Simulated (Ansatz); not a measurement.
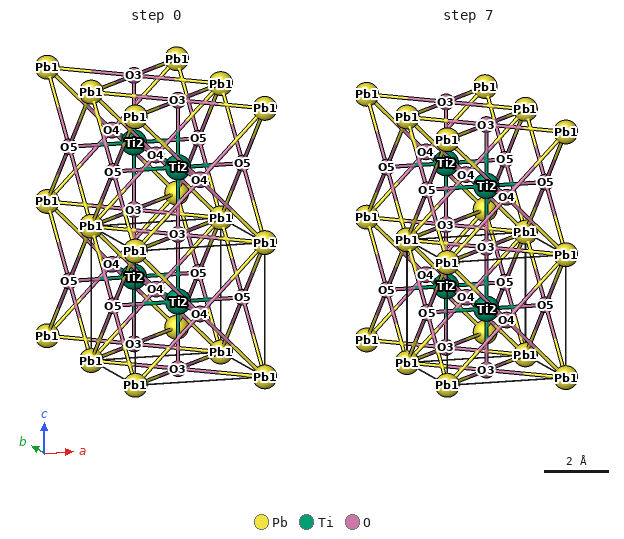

The structure of a crystal of TiPbO3 (built on the cubic perovskite type) before (left) and after (right) a relaxation, at one scale.

The picture is a ball-and-stick view of the cell of the calculation, repeated 1 × 2 × 2 with one cell outlined, seen slightly off an axis.

All numbers below come from Ansatz 0.2.0, DFT, PBE, plane waves, PAW. (plane-wave cutoff 420 eV; k-point mesh 6 × 6 × 6; occupations fermi dirac; smearing width 0.02 eV; no spin polarisation; cell and atoms relaxed; force threshold 0.005 eV/Å)

Question: Describe what moved and what it gained.

Answer: Over 5 accepted moves (7 points after the start) the energy falls by 386 meV per atom. All forces vanish by symmetry, so only the cell relaxes. Pressure: −25.27 GPa at the start and −0.01 GPa at the end. At 2 points the geometry stayed and the basis and grid were re-selected for the new cell (energy shift of 3.5 meV per atom at most each time). No atom moves by more than 0.005 Å relative to the cell. Cell: a = b = c 4.336 → 3.967 Å (−8.5 %). Volume −23.5 %. Near-neighbour distances that change, for instance: Pb1–O3 3.066 → 2.805 Å, Ti2–O3 2.168 → 1.983 Å. The space group stays Pm-3m (No. 221). The run took 7.5 s on 2 threads of AMD EPYC 7R13 Processor (Zen 3), with other jobs on the host, peak memory 0.6 GiB.
